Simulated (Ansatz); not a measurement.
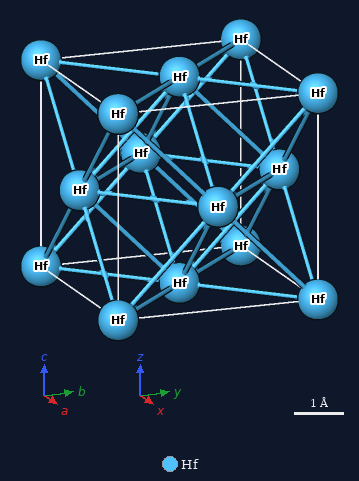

Solid Hf (Fm-3m): the cell is strained equally along x and y and separately along z, with the atoms kept at their fractional coordinates. x, y and z are the Cartesian axes of the input. The picture shows the reference cell. The picture is a ball-and-stick view of the conventional cell (4 times the calculation's cell), seen slightly off an axis. Lengths and directions refer to the drawn axes.

Level of theory: Ansatz, DFT r2SCAN, scalar-relativistic, plane waves, PAW. (plane-wave cutoff 500 eV; k-point mesh 18 × 18 × 18; occupations gaussian; smearing width 0.15 eV; no spin polarisation). Energies (free energies at the smearing named) are counted from the cell as listed in its source, which wasn't relaxed.

Input file:
```yaml
crystal:
  lattice:
    - [0.0, 2.22, 2.22]
    - [2.22, 0.0, 2.22]
    - [2.22, 2.22, 0.0]
  atoms:
    - { symbol: Hf, position: [0.0, 0.0, 0.0] }
basis:
  ecutwfc: 500
kpoints:
  mp_grid: { grid: [18, 18, 18] }
hamiltonian:
  xc: r2scan
scf:
  occupations: { method: gaussian, width: 0.15 }
output:
  forces: true
  stress: true
  eigenvalues: true
```

Command:
```bash
ansatz run input.yaml --threads 1 --pin off --max-ram 2560MiB --backend cpu --events-out ev --progress --plain --runs-dir out
```

Give the energy at each point on a grid with rows −0.080, −0.040, 0.000, 0.040, 0.080 and columns −0.080, −0.040, 0.000, 0.040, 0.080 (strain along x and y; strain along z).

Rows: strain along x and y; columns: strain along z; values in meV/atom.

```tsv
	−0.080	−0.040	0.000	0.040	0.080
−0.080	603	426	296	207	154
−0.040	279	161	85	46	37
0.000	99	32	0	1	30
0.040	34	12	19	54	115
0.080	63	81	124	190	279
```

In pairs of (strain along x and y; strain along z): the lowest computed point lies at (0.000, 0.000) (0 meV/atom), the highest at (−0.080, −0.080) (603 meV/atom). The valley is tilted: raising the in-plane strain is made harder by raising the strain along z (cross term 0.68 of the geometric mean of the two curvatures). Over the ranges scanned the energy rises more along the first axis, the in-plane strain. The pressure runs from −15.5 GPa at (0.080, 0.080) to 44.0 GPa at (−0.080, −0.080).
